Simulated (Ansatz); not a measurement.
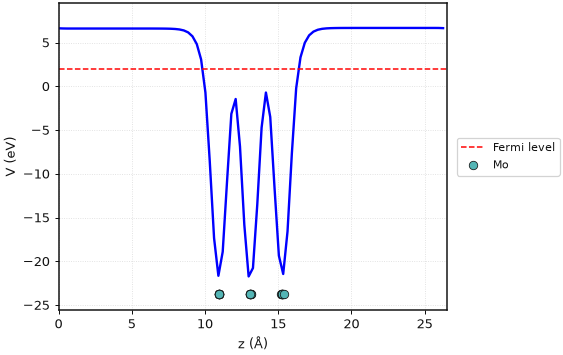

Plane-averaged electrostatic potential energy of an electron across the slab; circles at the bottom mark the heights of the atoms. System: a (110) slab cut from Mo (Im-3m), 27 atoms in the cell, the slab at its places in the relaxed adsorbed structure. Ansatz 0.2.0; DFT PBE+D3(BJ), scalar-relativistic, plane waves, PAW, no spin polarisation, 3×3×1 k mesh, 420 eV cutoff, Gaussian smearing of 0.1 eV.

The work function is 4.72 eV at the right face and 4.65 eV at the left. The vacuum levels differ by 0.07 eV, so the slab carries a dipole along its normal. The outermost atoms are 4.4 Å apart, which leaves 22.1 Å of vacuum in a cell 26.6 Å high.

The atoms aren't at rest in this cell (largest force 0.9 eV/Å), so the relaxed material can differ.
